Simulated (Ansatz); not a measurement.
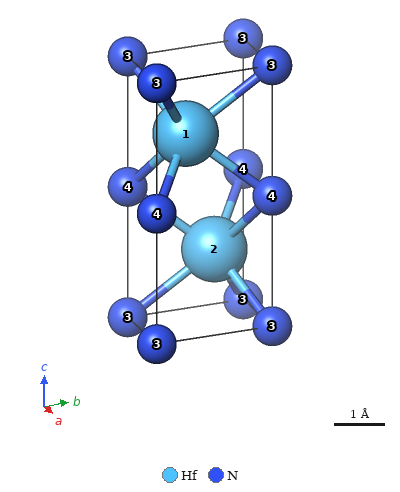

**Figure 1.** The structure as given in the input (ball-and-stick view of the cell of the calculation, seen slightly off an axis; atoms are numbered from 1 in the order of the input).

# Geometry relaxation of HfN

HfN (4 atoms in the cell), computed with DFT LDA, scalar-relativistic, plane waves, PAW, no spin polarisation (Ansatz 0.2.0).

The structure derives from a Materials Project entry. Figures and captions count atoms from 1; the log counts them from 0 in places.

Input file:
```yaml
crystal:
  lattice:
    - [3.0993838779, 0.0, 0.0]
    - [-1.549691939, 2.6841451744, 0.0]
    - [0.0, 0.0, 5.3709345866]
  atoms:
    - { symbol: Hf, position: [0.6666666667, 0.3333333333, 0.75] }
    - { symbol: Hf, position: [0.3333333333, 0.6666666667, 0.25] }
    - { symbol: "N", position: [0.0, 0.0, 0.0] }
    - { symbol: "N", position: [0.0, 0.0, 0.5] }
basis:
  ecutwfc: 420
kpoints:
  mp_grid: { grid: [15, 15, 8] }
hamiltonian:
  xc: lda
scf:
  occupations: { method: gaussian, width: 0.1 }
output:
  forces: true
  stress: true
  eigenvalues: true
relax:
  adjacent_minimum: "off"
  f_tol: 0.005
  max_steps: 80
  cell: { stress_tol: 0.05 }
```

Run on 1 thread of Arm Neoverse N1, 54 GiB of memory available, shared host.

Run as:
```bash
ansatz run input.yaml --threads 1 --pin off --max-ram 1228MiB --backend cpu --events-out ev --progress --plain --runs-dir out
```

Log:
```
Engine: ansatz 0.2.0, aarch64-unknown-linux-gnu
Pseudopotentials: kind: paw
Pseudopotential: Hf, paw, valence charge 26, recommended cutoff 420 eV (normal), Hf.paw.azcp
Pseudopotential: N, paw, valence charge 5, recommended cutoff 420 eV (normal), N.paw.azcp
Functional definition: SPW92
  exchange = slater_x
  correlation = pw_c
Crystal: 4 atoms, lattice volume = 44.682 Å³
Basis set: ecut = 420 eV, 893 PW (Γ)
Bands: 38, of which v1, the nominal top of the filled ones, is band 31 counted from 1 (30 counted from 0)
Symmetry: 24 space group operations
Space group: P63/mmc (ITA 194), of the structure as read, at distance tolerance 3.5e-5 Å
k-points: 135 of 1800
Non-local potential: Hf, projectors of the file, l = 0: 3, l = 1: 2, l = 2: 2, l = 3: 3
Non-local potential: N, projectors of the file, l = 0: 2, l = 1: 2, l = 2: 1
PAW form: soft (Blöchl's): semilocal exchange-correlation on the pseudo side does not see the compensation charge
PAW frozen core: Hf, regenerated for the run's functional, and the local potential with it (the file was generated under x = pbe(κ = 0.804, μ = 0.2195149727645171), c = pbe(β = 0.06672455060314922))
PAW frozen core: N, regenerated for the run's functional, and the local potential with it (the file was generated under x = pbe(κ = 0.804, μ = 0.2195149727645171), c = pbe(β = 0.06672455060314922))
PAW one-centre angular grid: Hf, 590 points (default); XC on 64 Gauss nodes
PAW one-centre angular grid: N, 110 points (default); XC on 64 Gauss nodes
Initial density: superposition of atomic densities (neutral atoms: chi_scale 0, normalization atom), corrected by the library's trained network
Initial wavefunctions: pseudopotential atomic-orbital guess
Functional: x = slater, c = lda
SCF iter   1: F=—  HF=-31709.187788 eV  |F-HF|=—  |Δ(HF+E_count)|=         —  Δρ=7.79e-3  dr2=1.98e-2  ethr=1.77e-3  ⟨swp⟩=5.1  Hψ=16491  notcnv=0  defer=45
preconditioner: auto → Kerker (q_TF=auto, 2.881 Å⁻¹)  [metal: Δε(μ)=0.040 eV  Ē_g=18.469 eV  σ=0.100 eV  W_gap=0.21  n_scr=22 (ndim 8)  ℏωp=42.3 eV  f_vac=0.000  D(μ)=0.78/eV (n_scr^D=2)]
SCF iter   2: F=—  HF=-31709.183559 eV  |F-HF|=—  |Δ(HF+E_count)|=   4.23e-3  Δρ=3.88e-3  dr2=3.83e-3  ethr=3.19e-5  ⟨swp⟩=2.5  Hψ=8525  notcnv=0  defer=73
SCF iter   3: F=—  HF=-31709.182965 eV  |F-HF|=—  |Δ(HF+E_count)|=   5.94e-4  Δρ=1.45e-3  dr2=8.38e-4  ethr=6.18e-6  ⟨swp⟩=2.0  Hψ=7132  notcnv=0  defer=73
SCF iter   4: F=—  HF=-31709.182626 eV  |F-HF|=—  |Δ(HF+E_count)|=   3.39e-4  Δρ=5.93e-4  dr2=1.57e-4  ethr=1.35e-6  ⟨swp⟩=2.0  Hψ=9062  notcnv=0  defer=73
SCF iter   5: F=—  HF=-31709.182585 eV  |F-HF|=—  |Δ(HF+E_count)|=   4.04e-5  Δρ=2.20e-4  dr2=2.13e-5  ethr=2.53e-7  ⟨swp⟩=2.0  Hψ=7941  notcnv=0  defer=73
SCF iter   6: F=—  HF=-31709.182573 eV  |F-HF|=—  |Δ(HF+E_count)|=   1.25e-5  Δρ=3.90e-5  dr2=5.14e-7  ethr=3.43e-8  ⟨swp⟩=2.0  Hψ=8551  notcnv=0  defer=73
SCF iter   7: F=-31709.182573 eV  HF=-31709.182573 eV  |F-HF|=6.43e-8  |Δ(HF+E_count)|=   2.74e-8  Δρ=8.73e-6  dr2=3.61e-8  ethr=1.61e-10  ⟨swp⟩=9.5  Hψ=25373  notcnv=0
SCF 1 converged in 7 iterations: F = -31709.182573 eV  dr2 = 3.61e-8
  greatest PAW one-centre occupation: 0.998 electrons in one spin orbital (limit 2), on the Hf atom at site 1 (counted from 0), in its partial waves of l = 3
relax step   1: F+E_penalty+E_count = -31709.18257268 eV  Δ(F+E_penalty+E_count) = +0.000e0 eV  max|allowed force component| = 7.401e-17 eV/Å  Δτ_max = 0.0000 Å  P = -0.415 GPa  Ω = 44.682 Å³  (7 SCF iters, dr2 threshold 1.00e-7 eV, accepted)
Crystal: 4 atoms, lattice volume = 44.639 Å³
Basis set: ecut = 420 eV, 881 PW (Γ)
Initial density: handed on by an earlier stage of this run
Initial wavefunctions: those handed on with the density
iter 1 solved again at ethr=6.61e-7 eV; its pass at ethr=3.10e-3 eV (dr2=4.10e-4 eV) is discarded
SCF iter   1: F=—  HF=-31709.178508 eV  |F-HF|=—  |Δ(HF+E_count)|=         —  Δρ=1.35e-3  dr2=4.58e-4  ethr=6.61e-7  ⟨swp⟩=2.5  Hψ=27554  notcnv=0
preconditioner: auto → Kerker (q_TF=auto, 2.882 Å⁻¹)  [metal: Δε(μ)=0.014 eV  Ē_g=18.436 eV  σ=0.100 eV  W_gap=0.08  n_scr=22 (ndim 8)  ℏωp=42.3 eV  f_vac=0.000  D(μ)=0.76/eV (n_scr^D=2)]
SCF iter   2: F=—  HF=-31709.178410 eV  |F-HF|=—  |Δ(HF+E_count)|=   9.73e-5  Δρ=7.85e-4  dr2=1.86e-4  ethr=6.61e-7  ⟨swp⟩=1.2  Hψ=5160  notcnv=0
SCF iter   3: F=—  HF=-31709.178343 eV  |F-HF|=—  |Δ(HF+E_count)|=   6.77e-5  Δρ=1.27e-4  dr2=8.95e-6  ethr=2.99e-7  ⟨swp⟩=2.4  Hψ=9058  notcnv=0
SCF iter   4: F=—  HF=-31709.178340 eV  |F-HF|=—  |Δ(HF+E_count)|=   3.02e-6  Δρ=7.25e-5  dr2=1.44e-6  ethr=1.44e-8  ⟨swp⟩=2.0  Hψ=8944  notcnv=0
SCF iter   5: F=-31709.178339 eV  HF=-31709.178339 eV  |F-HF|=2.02e-7  |Δ(HF+E_count)|=   8.47e-7  Δρ=3.46e-5  dr2=3.30e-7  ethr=6.45e-10  ⟨swp⟩=6.1  Hψ=24015  notcnv=0
SCF 2 converged in 5 iterations: F = -31709.178339 eV  dr2 = 3.30e-7
relax step   2: F+E_penalty+E_count = -31709.17833858 eV  Δ(F+E_penalty+E_count) = +4.234e-3 eV  max|allowed force component| = 1.295e-16 eV/Å  Δτ_max = 0.0000 Å  P = -0.086 GPa  Ω = 44.639 Å³  energy of the carried Pulay correction = +1.960e-4 eV  (5 SCF iters, dr2 threshold 4.00e-7 eV, rejected (line search))
Crystal: 4 atoms, lattice volume = 44.612 Å³
iter 1 solved again at ethr=2.91e-7 eV; its pass at ethr=3.10e-3 eV (dr2=1.80e-4 eV) is discarded
SCF iter   1: F=—  HF=-31709.183932 eV  |F-HF|=—  |Δ(HF+E_count)|=         —  Δρ=9.74e-4  dr2=2.19e-4  ethr=2.91e-7  ⟨swp⟩=3.0  Hψ=24726  notcnv=0
preconditioner: auto → Kerker (q_TF=auto, 2.882 Å⁻¹)  [metal: Δε(μ)=0.050 eV  Ē_g=18.441 eV  σ=0.100 eV  W_gap=0.27  n_scr=22 (ndim 8)  ℏωp=42.3 eV  f_vac=0.000  D(μ)=0.77/eV (n_scr^D=2)]
SCF iter   2: F=—  HF=-31709.183885 eV  |F-HF|=—  |Δ(HF+E_count)|=   4.62e-5  Δρ=5.66e-4  dr2=9.06e-5  ethr=2.91e-7  ⟨swp⟩=1.0  Hψ=5130  notcnv=0
SCF iter   3: F=—  HF=-31709.183848 eV  |F-HF|=—  |Δ(HF+E_count)|=   3.76e-5  Δρ=7.67e-5  dr2=2.49e-6  ethr=1.46e-7  ⟨swp⟩=2.3  Hψ=7936  notcnv=0
SCF iter   4: F=—  HF=-31709.183851 eV  |F-HF|=—  |Δ(HF+E_count)|=   3.14e-6  Δρ=3.98e-5  dr2=5.73e-7  ethr=4.01e-9  ⟨swp⟩=2.0  Hψ=9190  notcnv=0
SCF iter   5: F=—  HF=-31709.183850 eV  |F-HF|=—  |Δ(HF+E_count)|=   7.23e-7  Δρ=1.42e-5  dr2=4.10e-8  ethr=9.25e-10  ⟨swp⟩=2.0  Hψ=9319  notcnv=0
SCF iter   6: F=—  HF=-31709.183850 eV  |F-HF|=—  |Δ(HF+E_count)|=   6.26e-9  Δρ=4.17e-6  dr2=4.33e-9  ethr=6.61e-11  ⟨swp⟩=2.0  Hψ=8952  notcnv=0
SCF iter   7: F=—  HF=-31709.183850 eV  |F-HF|=—  |Δ(HF+E_count)|=  1.38e-10  Δρ=1.03e-6  dr2=3.59e-10  ethr=6.98e-12  ⟨swp⟩=2.0  Hψ=8247  notcnv=0
SCF iter   8: F=—  HF=-31709.183850 eV  |F-HF|=—  |Δ(HF+E_count)|=  5.46e-11  Δρ=2.82e-7  dr2=1.91e-11  ethr=1.00e-12  ⟨swp⟩=5.2  Hψ=22036  notcnv=0
SCF iter   9: F=-31709.183850 eV  HF=-31709.183850 eV  |F-HF|=1.09e-11  |Δ(HF+E_count)|=  1.82e-11  Δρ=4.85e-8  dr2=1.04e-12  ethr=1.00e-12  ⟨swp⟩=4.7  Hψ=19170  notcnv=0
SCF 3 converged in 9 iterations: F = -31709.183850 eV  dr2 = 1.04e-12
relax step   3: F+E_penalty+E_count = -31709.18385017 eV  Δ(F+E_penalty+E_count) = -1.277e-3 eV  max|allowed force component| = 9.483e-17 eV/Å  Δτ_max = 0.0000 Å  P = +0.066 GPa  Ω = 44.612 Å³  energy of the carried Pulay correction = +2.856e-4 eV  (9 SCF iters, accepted)
Crystal: 4 atoms, lattice volume = 44.623 Å³
iter 1 solved again at ethr=9.87e-10 eV; its pass at ethr=3.10e-3 eV (dr2=6.12e-7 eV) is discarded
SCF iter   1: F=—  HF=-31709.183809 eV  |F-HF|=—  |Δ(HF+E_count)|=         —  Δρ=3.81e-5  dr2=5.80e-7  ethr=9.87e-10  ⟨swp⟩=2.2  Hψ=22599  notcnv=0
preconditioner: auto → Kerker (q_TF=auto, 2.882 Å⁻¹)  [metal: Δε(μ)=0.049 eV  Ē_g=18.441 eV  σ=0.100 eV  W_gap=0.27  n_scr=22 (ndim 8)  ℏωp=42.3 eV  f_vac=0.000  D(μ)=0.77/eV (n_scr^D=2)]
SCF iter   2: F=—  HF=-31709.183809 eV  |F-HF|=—  |Δ(HF+E_count)|=   1.35e-7  Δρ=1.12e-5  dr2=4.57e-8  ethr=9.35e-10  ⟨swp⟩=2.0  Hψ=8187  notcnv=0
SCF iter   3: F=-31709.183809 eV  HF=-31709.183809 eV  |F-HF|=6.67e-9  |Δ(HF+E_count)|=   6.77e-9  Δρ=5.49e-6  dr2=1.28e-8  ethr=3.14e-11  ⟨swp⟩=4.8  Hψ=19921  notcnv=0
SCF 4 converged in 3 iterations: F = -31709.183809 eV  dr2 = 1.28e-8
relax step   4: F+E_penalty+E_count = -31709.18380866 eV  Δ(F+E_penalty+E_count) = +4.150e-5 eV  max|allowed force component| = 7.170e-17 eV/Å  Δτ_max = 0.0000 Å  P = -0.010 GPa  Ω = 44.623 Å³  energy of the carried Pulay correction = +2.412e-4 eV  (3 SCF iters, dr2 threshold 1.95e-8 eV, accepted)
Initial wavefunctions: pseudopotential atomic-orbital guess (no wavefunctions were taken with the density)
iter 1 solved again at ethr=1.21e-8 eV; its pass at ethr=3.10e-3 eV (dr2=7.47e-6 eV) is discarded
SCF iter   1: F=—  HF=-31709.183601 eV  |F-HF|=—  |Δ(HF+E_count)|=         —  Δρ=2.30e-5  dr2=3.51e-8  ethr=1.21e-8  ⟨swp⟩=3.9  Hψ=33560  notcnv=0
SCF iter   2: F=—  HF=-31709.183601 eV  |F-HF|=—  |Δ(HF+E_count)|=   7.58e-7  Δρ=1.26e-5  dr2=1.45e-8  ethr=5.66e-11  ⟨swp⟩=2.3  Hψ=9339  notcnv=0
SCF iter   3: F=—  HF=-31709.183601 eV  |F-HF|=—  |Δ(HF+E_count)|=   8.08e-9  Δρ=3.69e-6  dr2=1.95e-9  ethr=2.34e-11  ⟨swp⟩=2.0  Hψ=7908  notcnv=0
SCF iter   4: F=—  HF=-31709.183601 eV  |F-HF|=—  |Δ(HF+E_count)|=  9.13e-10  Δρ=1.00e-6  dr2=3.36e-10  ethr=3.14e-12  ⟨swp⟩=2.2  Hψ=8634  notcnv=0
SCF iter   5: F=—  HF=-31709.183601 eV  |F-HF|=—  |Δ(HF+E_count)|=  2.18e-11  Δρ=4.16e-7  dr2=6.82e-11  ethr=1.00e-12  ⟨swp⟩=2.3  Hψ=9033  notcnv=0
SCF iter   6: F=-31709.183601 eV  HF=-31709.183601 eV  |F-HF|=3.64e-12  |Δ(HF+E_count)|=  3.64e-12  Δρ=9.71e-8  dr2=4.24e-12  ethr=1.00e-12  ⟨swp⟩=5.0  Hψ=20590  notcnv=0
SCF 5 converged in 6 iterations: F = -31709.183601 eV  dr2 = 4.24e-12
relax step   5: F+E_penalty+E_count = -31709.18360070 eV  Δ(F+E_penalty+E_count) = +2.080e-4 eV  max|allowed force component| = 1.272e-16 eV/Å  Δτ_max = 0.0000 Å  P = -0.014 GPa  Ω = 44.623 Å³  stress off target by 2.80e-2 GPa  SCF on the basis re-selected at this cell (its energy is not comparable with the rows above)  (6 SCF iters)
```

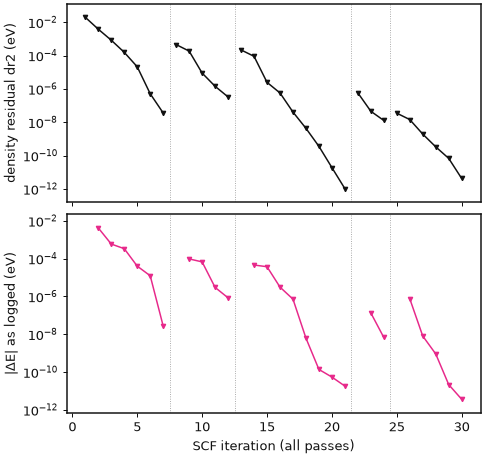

**Figure 2.** Convergence of the self-consistent field: density residual dr2 and size of the energy change against the SCF iteration. The dotted lines part the SCF passes of the relaxation: geometry steps, rejected trials and re-solves on a re-selected basis. The 5 passes take 3 to 9 iterations each, 30 in all.

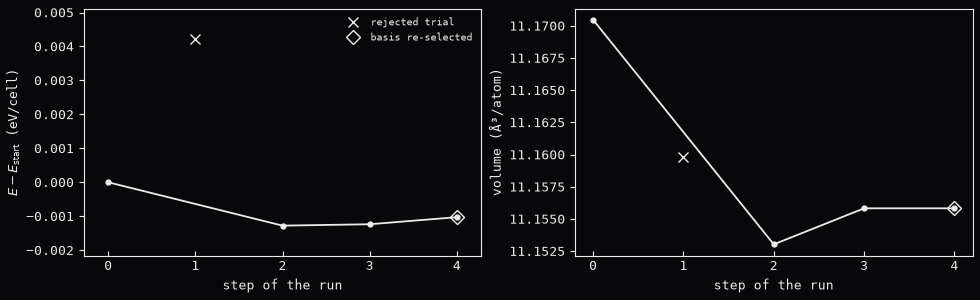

**Figure 3.** Progress of the relaxation, step by step (the first geometry is step 0 here and step 1 in the log). No atom moves by more than 0.005 Å relative to the cell. The volume changes by −0.1 %, with a = b 3.099 → 3.103 Å (+0.1 %), c 5.371 → 5.352 Å (−0.4 %). The space group stays P6_3/mmc (No. 194). The energy falls by 1.2 meV per cell of the calculation in 3 geometry steps. All forces vanish by symmetry, so only the cell relaxes. The pressure goes from −0.41 to −0.01 GPa. The line search rejected the trial step at point 1 (counted from 0) and went back. A last SCF at the same geometry on a re-selected plane-wave basis shifts the energy by +0.2 meV per cell of the calculation. (Atoms are counted from 1 in the order of the input.)

```
basis re-selected at this cell: Δ(F+E_penalty+E_count) = +2.080e-4 eV, ΔP = -0.004 GPa vs the last step (what re-selecting the basis moved, of the pressure what is left beyond the Pulay correction that the steps carried, after the strain that the cell walked since its last selection, with what the two solves' SCF thresholds leave and, on support functions, any second-order correction that the steps lacked; it is no measure of the basis error at this ecutwfc). This SCF's stress stands 2.80e-2 GPa from its target on what of the cell is left free (relax.cell.stress_tol is 5.00e-2 GPa) and its largest allowed force component is 1.27e-16 eV/Å (relax.f_tol is 5.00e-3 eV/Å): within both
SCF converged after 6 iterations
Free energy (F): -31709.183601 eV
Harris-Foulkes:  -31709.183601 eV  (|F-HF|=3.64e-12)
Internal energy: -31709.179768 eV  (E = F + TS)
E sigma→0 (E₀):  -31709.181684 eV
Entropy (-TS):   -0.003833 eV (-0.958 meV/atom)
Fermi energy:    23.818021 eV
--- Per-component energies (eV) ---
  E_band       = 392.691119
  E_kinetic    = 1118.616488
  E_local      = -9288.597767  (includes V_loc(G=0)·N_el)
  E_nonlocal   = -2370.204737
  E_hartree    = 4418.382711
  E_xc         = -718.686019
  E_vxc        = -691.427936  (∫ρ·V_xc dr)
  E_paw        = -13608.827099  (= ΣΔE_a)
  E_vpaw       = 2787.539531  (= ΣTr[D̂ρ^β])
  E_aug_tail   = 0.000186  (compensation charges beyond the density's cutoff)
  E_ewald      = -11264.938103
  E_core_change = 5.074573  (= ΣΔE_core)
  E_smearing   = -0.003833  (= −TS)
  E_closure    = -0.000000  (closes the sum)
  Σ components = -31709.183601   (vs F -31709.183601, Δ=0.00e0)
--- Forces (eV/Å), atoms counted from 1 ---
  atom   1  Hf    -0.00000000     0.00000000    -0.00000000
  atom   2  Hf     0.00000000    -0.00000000     0.00000000
  atom   3  N      0.00000000     0.00000000     0.00000000
  atom   4  N      0.00000000     0.00000000     0.00000000
  max |Σ_I F_I| component: 2.78e-17 eV/Å
--- Stress (GPa, compression-positive) ---
       -0.007039      -0.000000      -0.000000
        0.000000      -0.007039       0.000000
       -0.000000       0.000000      -0.027984
  P = ⅓ Tr σ = -0.0140 GPa (-0.140 kbar)
--- Band table (eV; the first three rows and the last of 135) ---
  k-point 0: bands = ["-38.3522", "-38.2949", "-7.8202", "-6.8364", "-6.7443", "-6.7443", "-6.6762", "-6.6762", "6.7039", "9.8273", "11.6629", "11.6725", "11.6808", "11.6808", "11.7329", "11.7502", "11.7502", "11.7530", "11.7530", "11.7744", "11.7744", "11.8259", "11.8281", "11.8853", "15.0843", "18.9861", "18.9861", "20.2525", "20.2525", "22.2025", "23.1558", "24.5117", "24.5117", "25.2546", "25.6554", "25.6554", "25.9757", "29.6428"]
  k-point 1: bands = ["-38.3500", "-38.2970", "-7.7861", "-6.8778", "-6.7417", "-6.7417", "-6.6788", "-6.6788", "6.8007", "9.6593", "11.6690", "11.6746", "11.6811", "11.6811", "11.7335", "11.7412", "11.7412", "11.7564", "11.7564", "11.7803", "11.7803", "11.8260", "11.8280", "11.8618", "15.3229", "19.0032", "19.0032", "20.1489", "20.1489", "21.4147", "23.7750", "24.7223", "24.7223", "25.4507", "25.8042", "25.8042", "25.9983", "29.4460"]
  k-point 2: bands = ["-38.3438", "-38.3033", "-7.6878", "-6.9938", "-6.7343", "-6.7343", "-6.6862", "-6.6862", "7.0806", "9.2236", "11.6807", "11.6820", "11.6831", "11.6831", "11.7254", "11.7254", "11.7353", "11.7650", "11.7650", "11.7872", "11.7872", "11.8158", "11.8263", "11.8278", "15.9563", "19.0618", "19.0618", "19.9001", "19.9001", "20.2330", "24.5183", "25.2825", "25.2825", "25.9443", "26.0407", "26.2268", "26.2268", "28.9176"]
  k-point 134: bands = ["-38.2564", "-38.2564", "-7.4521", "-7.4521", "-7.4124", "-7.4124", "-6.9330", "-6.9330", "8.8927", "8.8927", "11.7243", "11.7243", "11.7311", "11.7311", "11.7434", "11.7434", "11.7571", "11.7571", "11.7629", "11.7629", "11.7936", "11.7936", "11.8555", "11.8555", "16.4689", "16.4689", "18.7909", "18.7909", "19.5234", "19.5234", "24.3904", "24.3904", "26.9147", "26.9147", "29.9142", "29.9142", "30.2534", "30.2534"]
--- Relaxed structure (4 steps of the walk, 3 accepted, 1 SCFs on fresh bases) ---
  F+E_penalty+E_count = -31709.18360070 eV   max|allowed force component| = 1.272e-16 eV/Å   (the final SCF, on the basis selected at the relaxed cell)
  cell:  # Å, volume = 44.6233 Å³
    - [3.1028870185437167, 2.890017473138974e-11, 8.971619341180565e-34]
    - [-1.5514435092968868, 2.687178983117365, -8.416160096461362e-34]
    - [1.481819115828603e-33, -7.894937912201574e-34, 5.351791113703814]
  atoms:
    - { symbol: Hf, position: [0.6666666666666669, 0.3333333333333333, 0.75] }
    - { symbol: Hf, position: [0.33333333333333337, 0.6666666666666667, 0.25] }
    - { symbol: N, position: [-1.7580748846381653e-35, 3.503519443333117e-36, -1.8676237748348327e-36] }
    - { symbol: N, position: [-1.9175823032668737e-35, 2.9429563324472252e-36, 0.5] }
```

Trajectory as extended XYZ (Å, eV, eV/Å), 5 frames, from step=1 to step=5:
```
4
Lattice="3.0994 0.0000 0.0000 -1.5497 2.6841 0.0000 0.0000 0.0000 5.3709" Properties=species:S:1:pos:R:3:forces:R:3 step=1 energy=-31709.18257 pressure_GPa=-0.41
Hf    1.5497    0.8947    4.0282    0.0000   0.0000   0.0000
Hf    0.0000    1.7894    1.3427    0.0000   0.0000   0.0000
N     0.0000    0.0000    0.0000    0.0000   0.0000   0.0000
N     0.0000    0.0000    2.6855    0.0000   0.0000   0.0000
4
Lattice="3.1149 0.0000 0.0000 -1.5575 2.6976 0.0000 0.0000 0.0000 5.3123" Properties=species:S:1:pos:R:3:forces:R:3 step=2 energy=-31709.17834 pressure_GPa=-0.09 accepted=F
Hf    1.5575    0.8992    3.9842    0.0000   0.0000   0.0000
Hf    0.0000    1.7984    1.3281    0.0000   0.0000   0.0000
N     0.0000    0.0000    0.0000    0.0000   0.0000   0.0000
N     0.0000    0.0000    2.6562    0.0000   0.0000   0.0000
4
Lattice="3.1025 0.0000 0.0000 -1.5512 2.6868 0.0000 0.0000 0.0000 5.3519" Properties=species:S:1:pos:R:3:forces:R:3 step=3 energy=-31709.18385 pressure_GPa=0.07
Hf    1.5512    0.8956    4.0139    0.0000   0.0000   0.0000
Hf    0.0000    1.7912    1.3380    0.0000   0.0000   0.0000
N     0.0000    0.0000    0.0000    0.0000   0.0000   0.0000
N     0.0000    0.0000    2.6760    0.0000   0.0000   0.0000
4
Lattice="3.1029 0.0000 0.0000 -1.5514 2.6872 0.0000 0.0000 0.0000 5.3518" Properties=species:S:1:pos:R:3:forces:R:3 step=4 energy=-31709.18381 pressure_GPa=-0.01
Hf    1.5514    0.8957    4.0138    0.0000   0.0000   0.0000
Hf    0.0000    1.7915    1.3379    0.0000   0.0000   0.0000
N     0.0000    0.0000    0.0000    0.0000   0.0000   0.0000
N     0.0000    0.0000    2.6759    0.0000   0.0000   0.0000
4
Lattice="3.1029 0.0000 0.0000 -1.5514 2.6872 0.0000 0.0000 0.0000 5.3518" Properties=species:S:1:pos:R:3:forces:R:3 step=5 energy=-31709.18360 pressure_GPa=-0.01
Hf    1.5514    0.8957    4.0138    0.0000   0.0000   0.0000
Hf    0.0000    1.7915    1.3379    0.0000   0.0000   0.0000
N     0.0000    0.0000    0.0000    0.0000   0.0000   0.0000
N     0.0000    0.0000    2.6759    0.0000   0.0000   0.0000
```

Results in brief:

| quantity | value |
| --- | --- |
| outcome | converged |
| space group (tolerance 0.01 Å) | P6₃/mmc (194) |
| electrons treated | 62 |
| free energy | −31709.1836 eV |
| Fermi energy | 23.818 eV |
| gap on the k-point mesh | none (metallic) |
| pressure | −0.01 GPa |
| final volume | 44.62 Å³ |
| largest force (length of the vector) at the end | under 0.001 eV/Å |
| final cell | a = 3.103 Å, b = 3.103 Å, c = 5.352 Å, α = 90.00°, β = 90.00°, γ = 120.00° |
| wall time | 1.9 min |
| peak memory | 0.52 GiB |

Notes:

Spin–orbit coupling is left out, which matters for Hf.
